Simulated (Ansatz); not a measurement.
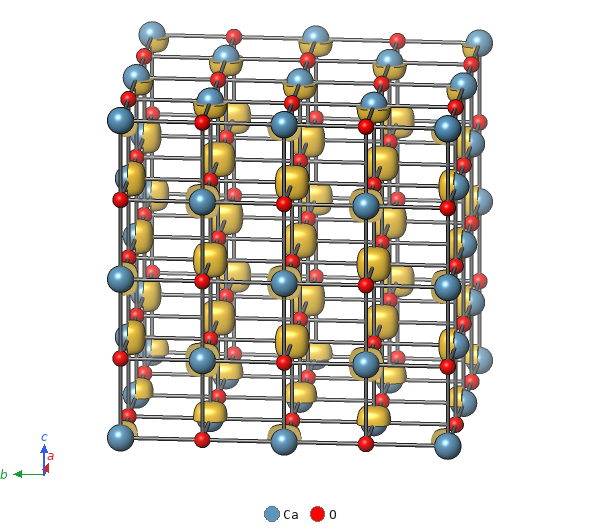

Bond-valence mismatch map for Ca2+ in CaO in space group Fm-3m: the yellow surface encloses the points where |V − 2| < 0.4 v.u. (2×2×2 cells, view from a free direction). Pale faces close the region where the drawn box cuts it.

At each point the valence sum V of a Ca2+ ion is computed from the anions within 5 Å (s = exp((R0 − d)/b), R0 fitted to published crystal structures with b = 0.37 Å; R0: Ca2+–O 1.950 Å). The other Ca2+ ions are ignored. This is an empirical screen for pathways, not an energy calculation.

Origin of the cell: the geometry relaxed with DFT PBEsol, scalar-relativistic, plane waves, PAW in Ansatz 0.2.0.

```cif
data_structure
_symmetry_space_group_name_H-M 'P 1'
_symmetry_Int_Tables_number 1
_cell_length_a 4.7671
_cell_length_b 4.7671
_cell_length_c 4.7671
_cell_angle_alpha 90.000
_cell_angle_beta 90.000
_cell_angle_gamma 90.000
_cell_volume 108.34
loop_
_atom_site_label
_atom_site_type_symbol
_atom_site_fract_x
_atom_site_fract_y
_atom_site_fract_z
_atom_site_occupancy
Ca1 Ca 0.00000 0.00000 0.00000 1
O1 O 0.50000 0.00000 0.00000 1
Ca2 Ca 0.00000 0.50000 0.50000 1
O2 O 0.50000 0.50000 0.50000 1
Ca3 Ca 0.50000 0.00000 0.50000 1
O3 O 0.00000 0.00000 0.50000 1
Ca4 Ca 0.50000 0.50000 0.00000 1
O4 O 0.00000 0.50000 0.00000 1
```

**How are the low-mismatch regions connected (counting the regions that come within 0.6 Å of a Ca site)?**

No path at this level: the regions are isolated pockets that do not connect across cells.

**At which mismatch do paths open?**

From a mismatch of about 1.25 v.u. the regions form a three-dimensional network. These are grid estimates, good to about 0.1 v.u.

**What is the valence sum at the Ca sites themselves?**

1.88 v.u., against the formal 2.
